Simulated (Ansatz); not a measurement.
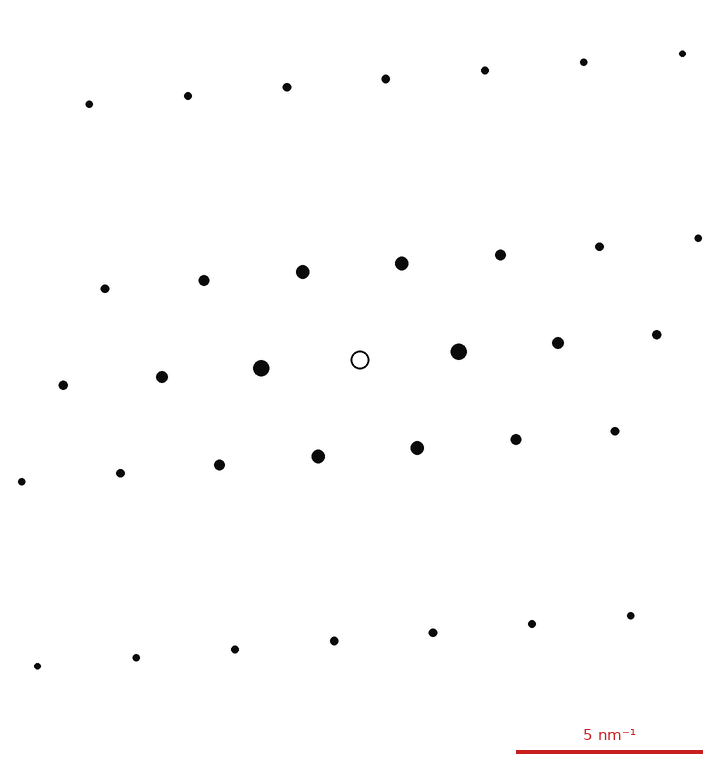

Computed electron diffraction pattern, 200 kV, single scattering only, B = 0.5 Å².

It belongs to Sr, space group I4_1/amd (No. 141), a = 7.459 Å, c = 3.997 Å. Structure: coordinates from a relaxation with Ansatz, DFT PBE, scalar-relativistic, plane waves, PAW; the starting structure was generated, so it need not be a known form of this composition.

Which low-index zone axis gives this pattern?

Answer. The spots form a centred rectangular net whose two shortest vectors correspond to d = 3.73 Å and 3.52 Å, 61.8° apart. They index as 0 2 0 and 0 1 1, so the zone axis is [100] (or an equivalent direction of <100>).

Which reflections of this zone are missing, and why?

Answer. The lattice centring (I) removes all reflections that break h + k + l = 2n; a screw axis and a glide plane both extinguish reflections such as 0 0 2; reflections such as 0 2 -2, 0 2 2, 0 4 -2 are allowed by the space group but vanish because the atoms sit on special positions. In a thicker crystal double diffraction can put intensity into those places emptied by glide planes or screw axes that lie on the net of the visible spots, but never into those emptied by centring.
